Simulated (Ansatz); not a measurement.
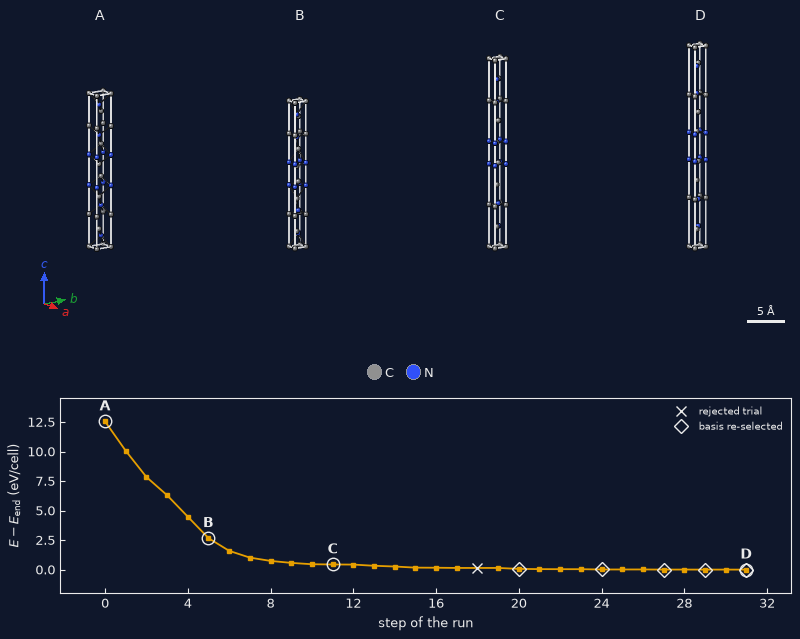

Frames of a relaxation of crystalline C$_{3}$N$_{2}$ (a generated structure, set up in R-3m) (coarse preliminary run), marked on the history of the run. A ball-and-stick model of the conventional cell (3 times the calculation's cell), seen slightly off an axis. Lengths and directions refer to the drawn axes.

Theory: DFT PBE, scalar-relativistic, plane waves, PAW (Ansatz 0.2.0). (plane-wave cutoff 420 eV; k-point mesh 6 × 6 × 6; occupations gaussian; smearing width 0.1 eV; no spin polarisation; cell and atoms relaxed; force threshold 0.04 eV/Å; at most 70 steps)

Describe the path.

The largest moves relative to the cell, 0.90 Å, are those of C atoms. By element the largest moves are C 0.90 Å, N 0.89 Å. Cell: a = b 3.057 → 2.341 Å (−23.4 %), c 21.130 → 27.714 Å (+31.2 %). Volume −23.1 %. Some distances before and after: C–N 2.269 → 3.072 Å, C–N 2.104 → 1.381 Å. The space group stays R-3m (No. 166). The energy falls by 12.545 eV per cell of the calculation in 25 accepted moves (31 points after the start). The largest force component goes from 3.3 to 0.018 eV/Å. Pressure: −40.05 GPa at the start and 0.16 GPa at the end. The line search rejected the trial step at point 18 of the run. The SCF was repeated 5 times at an unchanged geometry on a basis and grid sized afresh for the cell, which shifted the energy by 79.5 meV per cell of the calculation at most. From step 0 to 5: N atoms move most (0.43 Å), volume −44.0 %, energy −9.881 eV per cell of the calculation. From step 5 to 11: N atoms move most (0.47 Å), volume +30.3 %, energy −2.227 eV per cell of the calculation. From step 11 to 31: C atoms move most (0.57 Å), volume +5.3 %, energy −0.437 eV per cell of the calculation.
